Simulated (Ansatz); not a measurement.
# Ti: geometry relaxation (part 2 of 3)

Continued. System: Ti (slab, 16 atoms in the cell). Method: DFT PBE+D3(BJ), scalar-relativistic, plane waves, PAW, no spin polarisation (Ansatz 0.2.0); cutoff 420 eV, 4×4×1 k-mesh, Gaussian smearing of 0.1 eV. The structure derives from an entry of the Crystallography Open Database. The input holds or restrains some coordinates. Forces given for the steps count only the free coordinates. It belongs to a series of runs on one base structure; here: clean slab, lower planes held.

Geometry of the input (Å; fractional positions):
```
5.7729  0.0000  0.0000
-2.8865  4.9995  0.0000
0.0000  0.0000  22.8611
Ti 0.3333  0.1667  0.3499
Ti 0.3333  0.6667  0.3499
Ti 0.8333  0.1667  0.3499
Ti 0.8333  0.6667  0.3499
Ti 0.1667  0.3333  0.4500
Ti 0.1667  0.8333  0.4500
Ti 0.6667  0.3333  0.4500
Ti 0.6667  0.8333  0.4500
Ti 0.3333  0.1667  0.5500
Ti 0.3333  0.6667  0.5500
Ti 0.8333  0.1667  0.5500
Ti 0.8333  0.6667  0.5500
Ti 0.1667  0.3333  0.6501
Ti 0.1667  0.8333  0.6501
Ti 0.6667  0.3333  0.6501
Ti 0.6667  0.8333  0.6501
```

### Output, continued
```
  k-point 0: bands = ["-53.7088", "-53.6629", "-53.6135", "-53.6135", "-53.6135", "-53.5590", "-53.5590", "-53.5590", "-53.4868", "-53.4076", "-53.3928", "-53.3928", "-53.3928", "-53.3446", "-53.3446", "-53.3446", "-30.2275", "-30.2074", "-30.2074", "-30.2074", "-30.1809", "-30.1809", "-30.1809", "-30.1384", "-30.1371", "-30.1371", "-30.1371", "-30.0731", "-30.0731", "-30.0731", "-29.8798", "-29.8798", "-29.8798", "-29.8110", "-29.8110", "-29.8110", "-29.7604", "-29.7600", "-29.7600", "-29.7600", "-29.7281", "-29.7281", "-29.7281", "-29.6363", "-29.6363", "-29.6363", "-29.6262", "-29.6262", "-29.5856", "-29.5856", "-29.5601", "-29.5601", "-29.5601", "-29.5582", "-29.5582", "-29.5582", "-29.4882", "-29.4755", "-29.4755", "-29.4755", "-29.4327", "-29.4327", "-29.3740", "-29.3740", "-2.7182", "-1.7404", "-0.5428", "0.2184", "0.5409", "0.5409", "0.5409", "0.6804", "0.6804", "0.6804", "0.8935", "0.8935", "0.8935", "1.0703", "1.0703", "1.0703", "1.6217", "1.6217", "1.6217", "1.9822", "1.9822", "1.9822", "2.3724", "2.3724", "2.3724", "2.8546", "3.0916", "3.2209", "3.2209", "3.2209", "3.6005", "3.6380", "3.6943", "3.6943", "3.6943", "3.8352", "3.8352", "3.9000", "3.9000", "3.9000", "3.9038", "3.9038", "4.0064", "4.0064", "4.1629", "4.2593", "4.2593", "4.2593", "4.2871", "4.2871", "4.4505", "4.4505"]
  k-point 1: bands = ["-53.6950", "-53.6479", "-53.6275", "-53.6135", "-53.6135", "-53.5744", "-53.5590", "-53.5590", "-53.4736", "-53.4074", "-53.3979", "-53.3929", "-53.3929", "-53.3531", "-53.3445", "-53.3445", "-30.1983", "-30.1646", "-30.1646", "-30.1411", "-30.1407", "-30.1407", "-30.1245", "-30.1185", "-30.1057", "-30.1057", "-30.0911", "-30.0553", "-30.0553", "-30.0549", "-29.8761", "-29.8761", "-29.8654", "-29.8172", "-29.8172", "-29.7974", "-29.7974", "-29.7914", "-29.7892", "-29.7666", "-29.7666", "-29.7406", "-29.7077", "-29.7046", "-29.6580", "-29.6460", "-29.6376", "-29.6376", "-29.6283", "-29.6069", "-29.6049", "-29.6049", "-29.5420", "-29.5372", "-29.5372", "-29.5327", "-29.5230", "-29.5137", "-29.5137", "-29.4688", "-29.4603", "-29.4520", "-29.4445", "-29.3884", "-2.2767", "-1.3184", "-0.1396", "0.1289", "0.5091", "0.6001", "0.7176", "0.7176", "0.8981", "0.8981", "0.9312", "1.1061", "1.1061", "1.3200", "1.4161", "1.4161", "1.7872", "1.7872", "1.7896", "2.1216", "2.1528", "2.1528", "2.3425", "2.3933", "2.3933", "2.7042", "2.9758", "3.1520", "3.1520", "3.1949", "3.2258", "3.3429", "3.3429", "3.3815", "3.4279", "3.5690", "3.6292", "3.6638", "3.6638", "3.8350", "3.8350", "3.8937", "3.9162", "4.0153", "4.0339", "4.0610", "4.0610", "4.0802", "4.1251", "4.1678", "4.1701", "4.1701"]
  k-point 2: bands = ["-53.6614", "-53.6614", "-53.6135", "-53.6135", "-53.6114", "-53.6114", "-53.5591", "-53.5591", "-53.4411", "-53.4411", "-53.3929", "-53.3929", "-53.3749", "-53.3749", "-53.3445", "-53.3445", "-30.1299", "-30.1299", "-30.1069", "-30.1069", "-30.1007", "-30.1007", "-30.0973", "-30.0973", "-30.0459", "-30.0459", "-30.0395", "-30.0395", "-29.9378", "-29.9378", "-29.9233", "-29.9233", "-29.9001", "-29.9001", "-29.8700", "-29.8700", "-29.7974", "-29.7974", "-29.7601", "-29.7601", "-29.7445", "-29.7445", "-29.6992", "-29.6992", "-29.6935", "-29.6935", "-29.6792", "-29.6792", "-29.6577", "-29.6577", "-29.6145", "-29.6145", "-29.5755", "-29.5755", "-29.5571", "-29.5571", "-29.5302", "-29.5302", "-29.4975", "-29.4975", "-29.4927", "-29.4927", "-29.4240", "-29.4240", "-1.1212", "-1.1212", "-0.2889", "-0.2889", "0.7303", "0.7303", "0.9791", "0.9791", "1.1673", "1.1673", "1.3525", "1.3525", "1.3744", "1.3744", "1.9144", "1.9144", "2.0783", "2.0783", "2.1901", "2.1901", "2.2812", "2.2812", "2.4858", "2.4858", "2.4979", "2.4979", "2.5911", "2.5911", "2.8016", "2.8016", "2.8481", "2.8481", "2.9897", "2.9897", "3.1543", "3.1543", "3.3233", "3.3233", "3.3404", "3.3404", "3.5181", "3.5181", "3.7573", "3.7573", "3.8327", "3.8327", "3.8921", "3.8921", "3.9771", "3.9771", "4.2637", "4.2637"]
  k-point 3: bands = ["-53.6712", "-53.6375", "-53.6375", "-53.6221", "-53.6036", "-53.5853", "-53.5853", "-53.5482", "-53.4507", "-53.4175", "-53.4175", "-53.3824", "-53.3816", "-53.3593", "-53.3593", "-53.3387", "-30.1486", "-30.1051", "-30.1047", "-30.1007", "-30.1007", "-30.0916", "-30.0916", "-30.0883", "-30.0645", "-30.0326", "-30.0254", "-30.0254", "-29.9993", "-29.9993", "-29.9497", "-29.9327", "-29.8794", "-29.8499", "-29.8499", "-29.8324", "-29.8206", "-29.7723", "-29.7643", "-29.7643", "-29.7401", "-29.7401", "-29.7397", "-29.7186", "-29.7064", "-29.7064", "-29.6878", "-29.6681", "-29.6534", "-29.6217", "-29.6209", "-29.6209", "-29.5717", "-29.5516", "-29.5516", "-29.5454", "-29.5441", "-29.5066", "-29.5066", "-29.4897", "-29.4807", "-29.4807", "-29.4761", "-29.4272", "-1.4672", "-0.5717", "-0.1760", "-0.1760", "0.4459", "0.4459", "0.5455", "1.1738", "1.1738", "1.2363", "1.3320", "1.4161", "1.6846", "1.7285", "1.7285", "1.8087", "1.9219", "2.0671", "2.0671", "2.2692", "2.2692", "2.3720", "2.3763", "2.3763", "2.3837", "2.4557", "2.5819", "2.7514", "2.7658", "2.7658", "2.9128", "2.9128", "2.9794", "3.0344", "3.0444", "3.1166", "3.3855", "3.3932", "3.3948", "3.3948", "3.4871", "3.5504", "3.6144", "3.6867", "3.6867", "3.7474", "3.9483", "3.9483", "4.0775", "4.2070", "4.2070", "4.4103"]
--- Relaxed structure (4 steps of the walk, 4 accepted, 0 SCFs on fresh bases) ---
  F+E_penalty+E_count = -39994.77037900 eV   max|allowed force component| = 4.266e-3 eV/Å
  atoms:
    - { symbol: Ti, position: [0.3333333333333333, 0.16666666666666663, 0.3499390574] }
    - { symbol: Ti, position: [0.3333333333333334, 0.6666666666666666, 0.3499390574] }
    - { symbol: Ti, position: [0.8333333333333333, 0.16666666666666663, 0.3499390574] }
    - { symbol: Ti, position: [0.8333333333333333, 0.6666666666666666, 0.3499390574] }
    - { symbol: Ti, position: [0.16666666666666669, 0.33333333333333337, 0.4499796858] }
    - { symbol: Ti, position: [0.16666666666666674, 0.8333333333333334, 0.4499796858] }
    - { symbol: Ti, position: [0.6666666666666665, 0.3333333333333333, 0.4499796858] }
    - { symbol: Ti, position: [0.6666666666666666, 0.8333333333333334, 0.4499796858] }
    - { symbol: Ti, position: [0.3333333333333333, 0.16666666666666663, 0.5537528897114224] }
    - { symbol: Ti, position: [0.3333333333333334, 0.6666666666666666, 0.5537528897114224] }
    - { symbol: Ti, position: [0.8333333333333333, 0.16666666666666663, 0.5537528897114224] }
    - { symbol: Ti, position: [0.8333333333333333, 0.6666666666666666, 0.5537528897114224] }
    - { symbol: Ti, position: [0.16666666666666669, 0.33333333333333337, 0.6488864378564525] }
    - { symbol: Ti, position: [0.16666666666666674, 0.8333333333333334, 0.6488864378564525] }
    - { symbol: Ti, position: [0.6666666666666665, 0.3333333333333333, 0.6488864378564525] }
    - { symbol: Ti, position: [0.6666666666666666, 0.8333333333333334, 0.6488864378564525] }
```

### Trajectory as extended XYZ (Å, eV, eV/Å), 4 frames, from step=1 to step=4
```
16
Lattice="5.7729 0.0000 0.0000 -2.8865 4.9995 0.0000 0.0000 0.0000 22.8611" Properties=species:S:1:pos:R:3:forces:R:3 step=1 energy=-39994.62798
Ti    1.4432    0.8333    8.0000    0.0000   0.0000   0.4163
Ti    0.0000    3.3330    8.0000    0.0000   0.0000   0.4163
Ti    4.3297    0.8333    8.0000    0.0000   0.0000   0.4163
Ti    2.8865    3.3330    8.0000    0.0000   0.0000   0.4163
Ti    0.0000    1.6665   10.2870    0.0000   0.0000  -0.6595
Ti   -1.4432    4.1663   10.2870    0.0000   0.0000  -0.6595
Ti    2.8865    1.6665   10.2870    0.0000   0.0000  -0.6595
Ti    1.4432    4.1663   10.2870    0.0000   0.0000  -0.6595
Ti    1.4432    0.8333   12.5741    0.0000   0.0000   0.6596
Ti    0.0000    3.3330   12.5741    0.0000   0.0000   0.6596
Ti    4.3297    0.8333   12.5741    0.0000   0.0000   0.6596
Ti    2.8865    3.3330   12.5741    0.0000   0.0000   0.6596
Ti    0.0000    1.6665   14.8611    0.0000   0.0000  -0.4163
Ti   -1.4432    4.1663   14.8611    0.0000   0.0000  -0.4163
Ti    2.8865    1.6665   14.8611    0.0000   0.0000  -0.4163
Ti    1.4432    4.1663   14.8611    0.0000   0.0000  -0.4163
16
Lattice="5.7729 0.0000 0.0000 -2.8865 4.9995 0.0000 0.0000 0.0000 22.8611" Properties=species:S:1:pos:R:3:forces:R:3 step=2 energy=-39994.71265
Ti    1.4432    0.8333    8.0000    0.0000   0.0000   0.5183
Ti    0.0000    3.3330    8.0000    0.0000   0.0000   0.5183
Ti    4.3297    0.8333    8.0000    0.0000   0.0000   0.5183
Ti    2.8865    3.3330    8.0000    0.0000   0.0000   0.5183
Ti    0.0000    1.6665   10.2870    0.0000   0.0000  -0.4854
Ti   -1.4432    4.1663   10.2870    0.0000   0.0000  -0.4854
Ti    2.8865    1.6665   10.2870    0.0000   0.0000  -0.4854
Ti    1.4432    4.1663   10.2870    0.0000   0.0000  -0.4854
Ti    1.4432    0.8333   12.6827    0.0000   0.0000  -0.4339
Ti    0.0000    3.3330   12.6827    0.0000   0.0000  -0.4339
Ti    4.3297    0.8333   12.6827    0.0000   0.0000  -0.4339
Ti    2.8865    3.3330   12.6827    0.0000   0.0000  -0.4339
Ti    0.0000    1.6665   14.7848    0.0000   0.0000   0.4012
Ti   -1.4432    4.1663   14.7848    0.0000   0.0000   0.4012
Ti    2.8865    1.6665   14.7848    0.0000   0.0000   0.4012
Ti    1.4432    4.1663   14.7848    0.0000   0.0000   0.4012
16
Lattice="5.7729 0.0000 0.0000 -2.8865 4.9995 0.0000 0.0000 0.0000 22.8611" Properties=species:S:1:pos:R:3:forces:R:3 step=3 energy=-39994.76991
Ti    1.4432    0.8333    8.0000    0.0000   0.0000   0.4915
Ti    0.0000    3.3330    8.0000    0.0000   0.0000   0.4915
Ti    4.3297    0.8333    8.0000    0.0000   0.0000   0.4915
Ti    2.8865    3.3330    8.0000    0.0000   0.0000   0.4915
Ti    0.0000    1.6665   10.2870    0.0000   0.0000  -0.4782
Ti   -1.4432    4.1663   10.2870    0.0000   0.0000  -0.4782
Ti    2.8865    1.6665   10.2870    0.0000   0.0000  -0.4782
Ti    1.4432    4.1663   10.2870    0.0000   0.0000  -0.4782
Ti    1.4432    0.8333   12.6663    0.0000   0.0000  -0.0416
Ti    0.0000    3.3330   12.6663    0.0000   0.0000  -0.0416
Ti    4.3297    0.8333   12.6663    0.0000   0.0000  -0.0416
Ti    2.8865    3.3330   12.6663    0.0000   0.0000  -0.0416
Ti    0.0000    1.6665   14.8352    0.0000   0.0000   0.0282
Ti   -1.4432    4.1663   14.8352    0.0000   0.0000   0.0282
Ti    2.8865    1.6665   14.8352    0.0000   0.0000   0.0282
Ti    1.4432    4.1663   14.8352    0.0000   0.0000   0.0282
16
Lattice="5.7729 0.0000 0.0000 -2.8865 4.9995 0.0000 0.0000 0.0000 22.8611" Properties=species:S:1:pos:R:3:forces:R:3 step=4 energy=-39994.77038
Ti    1.4432    0.8333    8.0000    0.0000   0.0000   0.4863
Ti    0.0000    3.3330    8.0000    0.0000   0.0000   0.4863
Ti    4.3297    0.8333    8.0000    0.0000   0.0000   0.4863
Ti    2.8865    3.3330    8.0000    0.0000   0.0000   0.4863
Ti    0.0000    1.6665   10.2870    0.0000   0.0000  -0.4915
Ti   -1.4432    4.1663   10.2870    0.0000   0.0000  -0.4915
Ti    2.8865    1.6665   10.2870    0.0000   0.0000  -0.4915
Ti    1.4432    4.1663   10.2870    0.0000   0.0000  -0.4915
Ti    1.4432    0.8333   12.6594    0.0000   0.0000   0.0043
Ti    0.0000    3.3330   12.6594    0.0000   0.0000   0.0043
Ti    4.3297    0.8333   12.6594    0.0000   0.0000   0.0043
Ti    2.8865    3.3330   12.6594    0.0000   0.0000   0.0043
Ti    0.0000    1.6665   14.8343    0.0000   0.0000   0.0009
Ti   -1.4432    4.1663   14.8343    0.0000   0.0000   0.0009
Ti    2.8865    1.6665   14.8343    0.0000   0.0000   0.0009
Ti    1.4432    4.1663   14.8343    0.0000   0.0000   0.0009
```

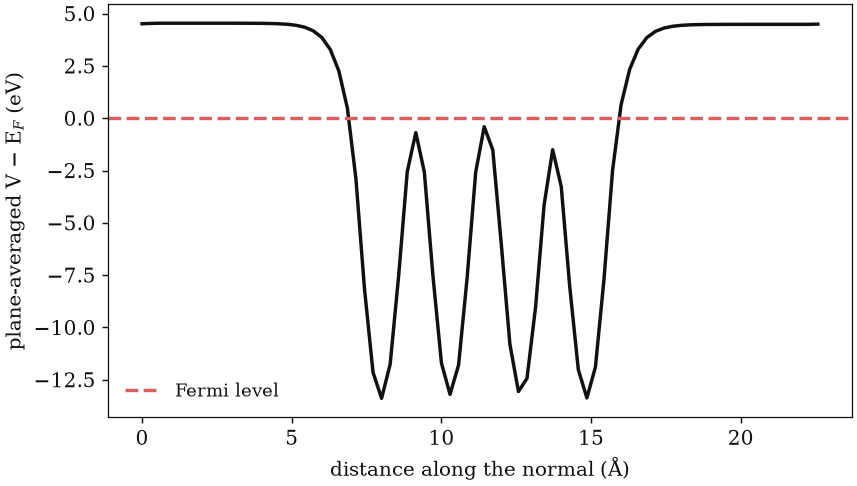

**Figure 1.** Plane average of the electrostatic potential energy of an electron across the cell, from the Fermi level. The vacuum level lies 4.49 eV above the Fermi level on the upper side and 4.54 eV on the lower.

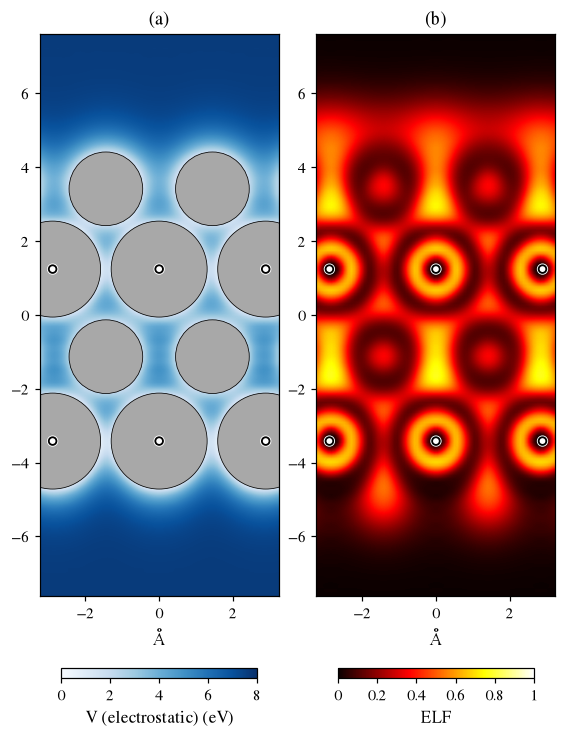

**Figure 2.** (a) electrostatic potential energy of an electron; (b) electron localisation function on the (100) plane of the calculation cell, a cut from vacuum to vacuum. Circles mark the nuclei in the plane (Ti). Grey discs, where drawn, cover atomic cores. Ti–Ti (2.89 Å): the ELF is about 0.25 at the midpoint (no localised pair between them). The strong features right at Ti lie inside the PAW spheres (semicore, d or f shells) and say nothing about bonding. The fields are those of the smooth PAW valence density.

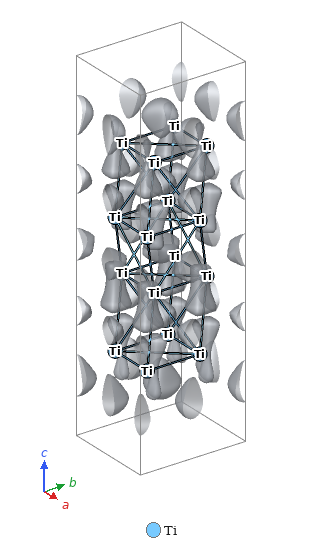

**Figure 3.** Isosurface of the ELF at 0.55 (grey), seen slightly off an axis. Core shells and regions of very low density are left out. Sticks mark near contacts. Along the contacts the grid gives the following. Ti–Ti (2.74 Å): the ELF is about 0.20 at the midpoint; no localised pair between them. Ti–Ti (2.83 Å): the ELF is about 0.25 at the midpoint (no localised pair between them).

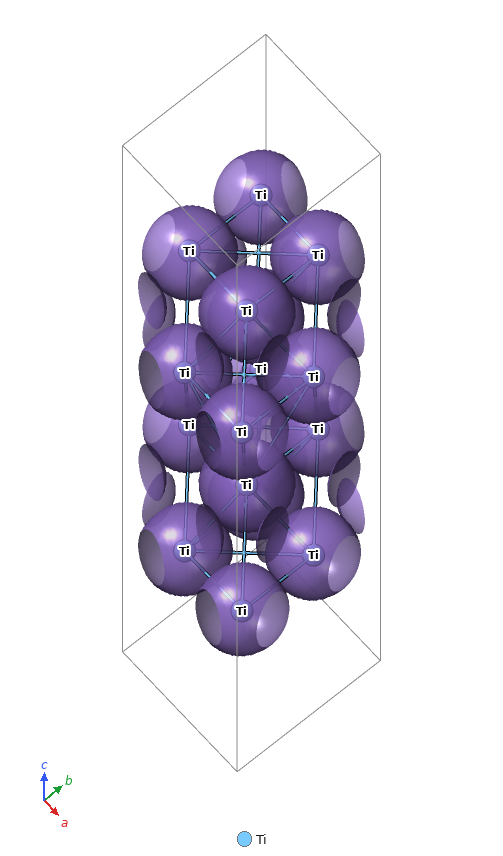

**Figure 4.** Isosurface of the valence electron density at 0.3 e/Å³ (purple), seen at an oblique angle. Sticks mark near contacts. At this value the density breaks into separate islands; it holds about 80 % of the electrons treated as valence (semicore included). It is pinched off along the Ti–Ti (2.74 Å), Ti–Ti (2.83 Å) and Ti–Ti (2.89 Å) contacts. On the grid the lowest density along these lines, outside the cores, is 0.23 e/Å³ (Ti–Ti, 2.74 Å), 0.21 e/Å³ (Ti–Ti, 2.83 Å) and 0.2 e/Å³ (Ti–Ti, 2.89 Å).

This output came from the following input.
